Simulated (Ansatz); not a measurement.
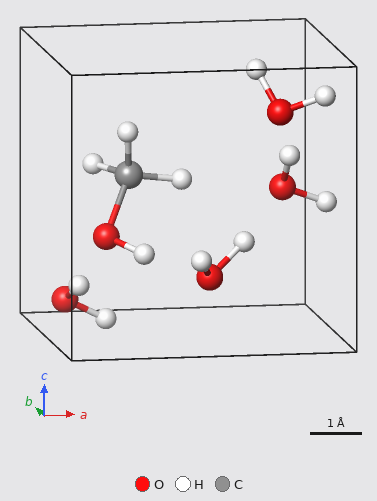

Starting frame of a dynamics run of a periodic cell with 4 H2O + 1 CH3OH at 0.924 g/cm³. The picture is a ball-and-stick view of the simulation cell, seen slightly off an axis.

Theory: DFT PBE-D3(BJ), scalar-relativistic, plane waves, PAW (Ansatz).

Input file:
```yaml
accuracy: low
crystal:
  lattice:
    - [5.718479, 0.0, 0.0]
    - [0.0, 5.718479, 0.0]
    - [0.0, 0.0, 5.718479]
  atoms:
    - { symbol: O, position: [0.81414673, 0.41314511, 0.51567617] }
    - { symbol: H, position: [0.97332683, 0.44324557, 0.45381914] }
    - { symbol: H, position: [0.81789857, 0.29457453, 0.64562165] }
    - { symbol: O, position: [0.52665743, 0.23308635, 0.23791316] }
    - { symbol: H, position: [0.65945201, 0.30086176, 0.34708459] }
    - { symbol: H, position: [0.4725195, 0.09356605, 0.31914201] }
    - { symbol: O, position: [0.74721661, 0.08440706, 0.83451156] }
    - { symbol: H, position: [0.89184516, 0.01254715, 0.89876451] }
    - { symbol: H, position: [0.67641918, 0.15649492, 0.97482768] }
    - { symbol: O, position: [0.14606302, 0.94235523, 0.05320441] }
    - { symbol: H, position: [0.29539568, 0.97431374, -0.02445241] }
    - { symbol: H, position: [0.16712195, 0.7864967, 0.12725589] }
    - { symbol: C, position: [0.32531548, 0.69250629, 0.52614555] }
    - { symbol: O, position: [0.22334893, 0.56500861, 0.33395783] }
    - { symbol: H, position: [0.22925097, 0.85935572, 0.53947636] }
    - { symbol: H, position: [0.3324435, 0.43243821, 0.29092135] }
    - { symbol: H, position: [0.30363803, 0.59454299, 0.69279591] }
    - { symbol: H, position: [0.51538962, 0.72137702, 0.49980093] }
basis:
  ecutwfc: 420.0
kpoints:
  mp_grid: { grid: [1, 1, 1] }
hamiltonian:
  xc: pbe
  dispersion: d3bj
scf:
  occupations: { method: fermi_dirac, width: 0.02 }
  lower_state_search: "off"
md:
  timestep: 0.5
  n_steps: 300
  ensemble: nvt_langevin
  temperature: 300.0
  initial_velocities: maxwell_boltzmann
  seed: 435940
  friction: 0.02
```

Command:
```bash
ansatz run input.yaml --threads 1 --pin off --max-ram 3072MiB --backend cpu --events-out ev --progress --plain --runs-dir out
```

> What does the trajectory do?

Over the second half the temperature averages 281 K (spread ±54 K). The potential energy in the second half lies on average 30.0 meV per atom above the first frame. In the second half of the run the atoms are, in the root-mean-square, this far from where they began (common drift taken out): H 0.46 Å, O 0.26 Å, C 0.12 Å. The heavy atoms stay within a fraction of a molecule's size of their starting places; so short a run doesn't tell a liquid from a solid.

Along the run (each row but the first and the last is the mean over the interval that it begins):

| time (fs) | potential energy (meV/atom) | T (K) |
| --- | --- | --- |
| 0.0 | 0.0 | 283 |
| 15.0 | 23.1 | 190 |
| 30.0 | 26.4 | 203 |
| 45.0 | 33.2 | 244 |
| 60.0 | 35.0 | 218 |
| 75.0 | 31.4 | 221 |
| 90.0 | 33.0 | 278 |
| 105.0 | 29.1 | 298 |
| 120.0 | 31.4 | 281 |
| 135.0 | 25.7 | 329 |
| 150.0 | 20.8 | 321 |

The paths of the atoms:

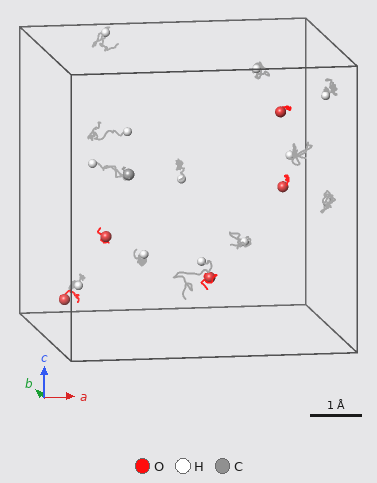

Limits of the set-up: the program's low-accuracy preset was used; the periodic images lie only 5.7 Å apart, so the values are limited by the cell's size.
